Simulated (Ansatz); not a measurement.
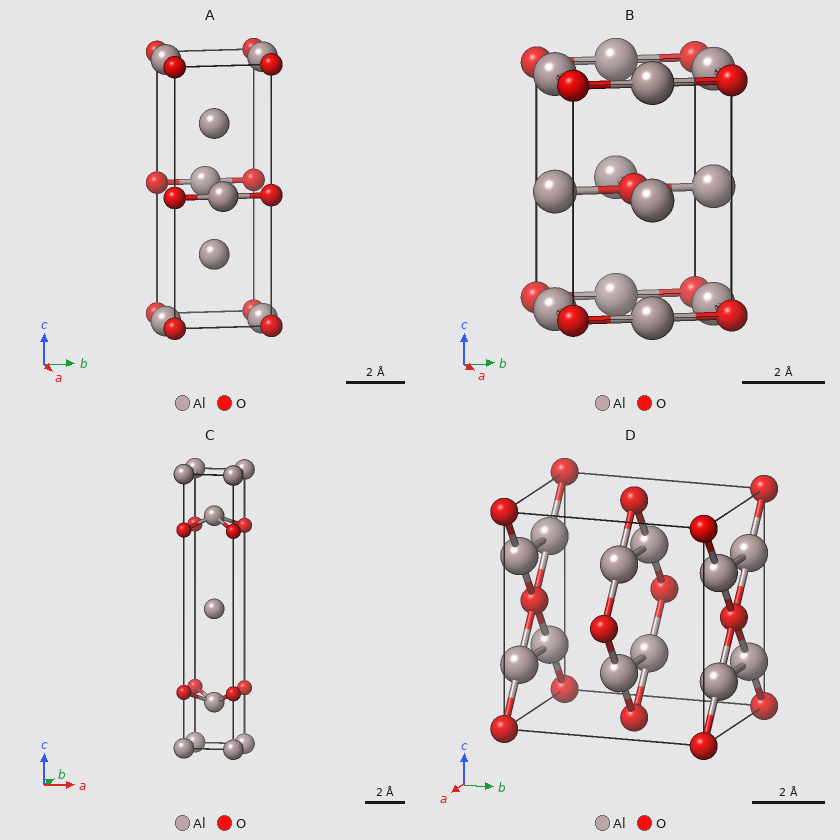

Four structures of Al₂O, each relaxed to rest (conventional cells in solid outline, small ones repeated, each panel with its own scale). Method: DFT PBE, scalar-relativistic, plane waves, PAW in Ansatz, without spin polarisation.

Question: Give the type and space group of each panel.

Answer: A: 6 atoms a cell on a primitive tetragonal lattice, P4_2/mmc; B: 6 atoms a cell on a body-centred tetragonal lattice, I4/mmm; C: 6 atoms a cell on a primitive tetragonal lattice, P4/mmm; D: 12 atoms a cell on a face-centred orthorhombic lattice, Fmmm.

Question: Rank them by energy, lowest first.

Answer: C, then A (+370 meV/atom), D (+401 meV/atom) and B (+458 meV/atom), energies at zero smearing.

Question: Collect the results in a table.

Answer:
| panel | structure | E − E(lowest) (meV/atom) | volume (Å³/atom) | gap (eV) |
| --- | --- | --- | --- | --- |
| C | P4/mmm | 0 | 16.6 | metal |
| A | P4_2/mmc | 370 | 18.0 | metal |
| D | Fmmm | 401 | 15.5 | metal |
| B | I4/mmm | 458 | 15.3 | metal |

Some of these may be structure types tried for this composition rather than known phases, and the most stable form need not be among them. Gaps are taken on the k-mesh or band path of each run.
